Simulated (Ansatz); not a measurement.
System: N, space group Fd-3m (No. 227) (one of a set of cubic test structures, which need not be the stable phase).

Calculation (Ansatz 0.2.0 development build): equation of state of a cubic crystal from periodic Kohn-Sham density functional theory without spin, third-order Birch-Murnaghan fit to the free energies; pressure corrected for the finite basis. Level: r2SCAN.

structure type diamond; atoms in cell 2; space group number 227; lattice centring face-centred primitive; k mesh 14×14×14; occupation method Fermi–Dirac; occupation width 0.1 eV; wave cutoff 500 eV; datasets soft-1 PAW; density tolerance 1e−07 eV; bands 9; density cutoff ratio 4; search for lower states default.

What does the calculation give for the energy above the lowest point and pressure against volume? The volume takes the values 8.4429, 8.7182, 8.9935, 9.2688, 9.5442 Å³/atom.

A third-order Birch–Murnaghan fit gives V0 = 8.97 Å³/atom, B0 = 172 GPa and B′ = 3.2. The energy above the lowest point is 18.1 meV/atom at volume 8.4429 Å³/atom and 17.9 meV/atom at 9.5442 Å³/atom; the lowest computed point is at volume 8.9935 Å³/atom (0.0 meV/atom), and no other minimum shows. The pressure falls from 11.5 GPa at volume 8.4429 Å³/atom to −9.6 GPa at 9.5442 Å³/atom, and changes sign near 8.97 Å³/atom.

```json
{"volume (Å³/atom)": "8.4429", "energy above the lowest point (meV/atom)": "18.1", "pressure (GPa)": "11.5"}
{"volume (Å³/atom)": "8.7182", "energy above the lowest point (meV/atom)": "4.0", "pressure (GPa)": "5.2"}
{"volume (Å³/atom)": "8.9935", "energy above the lowest point (meV/atom)": "0.0", "pressure (GPa)": "-0.4"}
{"volume (Å³/atom)": "9.2688", "energy above the lowest point (meV/atom)": "5.0", "pressure (GPa)": "-5.3"}
{"volume (Å³/atom)": "9.5442", "energy above the lowest point (meV/atom)": "17.9", "pressure (GPa)": "-9.6"}
```

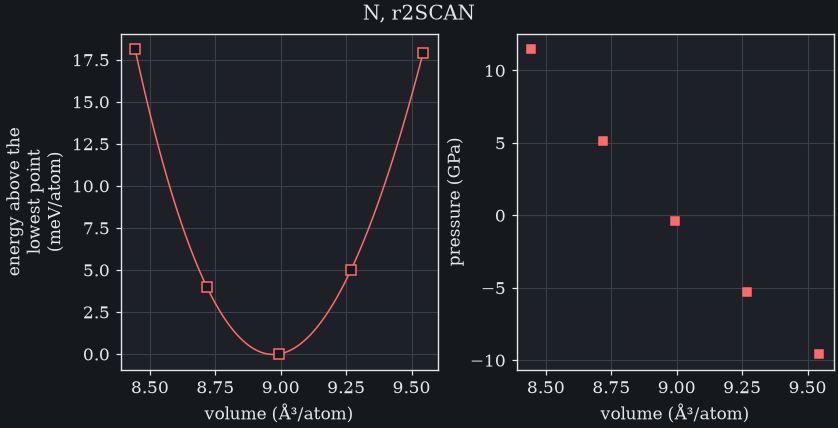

Limits of the calculation: cubic model structure, not the ambient form.
